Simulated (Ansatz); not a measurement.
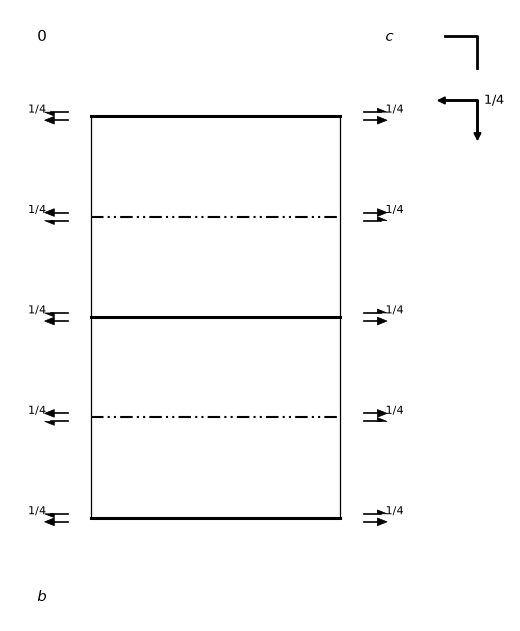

Symmetry elements of a space group, projected down a, computed from the operations of a computed or model structure of composition BN.

Graphical symbols as in the International Tables (origin upper left, heights as fractions; handed screw axes are marked by their printed symbols).

Identify the space group.

Answer. No. 42, Fmm2; face-centred orthorhombic, point group mm2, 16 general positions a cell.

List the elements shown.

Answer. mirror planes normal to b, at y = 0, 1/2; e glide planes normal to b, at y = 1/4, 3/4; a mirror plane normal to a at height 0; an e glide plane normal to a at height 1/4; 2 axes along c at heights 0, 1/4; 2₁ axes along c at heights 0, 1/4. Heights repeat every half period.
